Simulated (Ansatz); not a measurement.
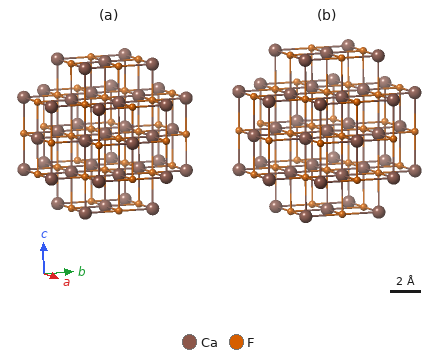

The structure of crystalline CaF (a generated structure, set up in R-3m) (coarse preliminary run) before (left) and after (right) a relaxation, at one scale.

The picture is a ball-and-stick view of the conventional cell (4 times the calculation's cell), seen slightly off an axis. Lengths and directions refer to the drawn axes.

These are results of Ansatz, DFT PBE, scalar-relativistic, plane waves, PAW, not measurements. Settings: plane-wave cutoff 420 eV; k-point mesh 6 × 6 × 6; occupations gaussian; smearing width 0.1 eV; no spin polarisation; cell and atoms relaxed; force threshold 0.04 eV/Å; at most 70 steps.

Describe what moved and what it gained.

Answer. After 5 accepted moves (7 points after the start) the energy has fallen by 142 meV per atom. All forces vanish by symmetry, so only the cell relaxes. The pressure goes from 11.65 to 0.06 GPa. The SCF was repeated twice at an unchanged geometry on a basis and grid sized afresh for the cell, which shifted the energy by 23.8 meV per atom at most. No atom moves by more than 0.005 Å relative to the cell. Cell: a = b = c 4.889 → 5.288 Å (+8.2 %), α 89.7° → 90.0°, β 90.3° → 90.0°, γ 90.3° → 90.0°. Volume +26.6 %. Near-neighbour distances that change, for instance: Ca–Ca 3.447 → 3.739 Å, Ca–Ca 3.467 → 3.740 Å, Ca–F 2.444 → 2.644 Å. The space group (tolerance 0.01 Å) goes from R-3m (No. 166) to Fm-3m (No. 225). The run took 4.1 s on 1 thread of Intel(R) Xeon(R) 6975P-C (Granite Rapids), with other jobs on the host, peak memory 0.35 GiB.
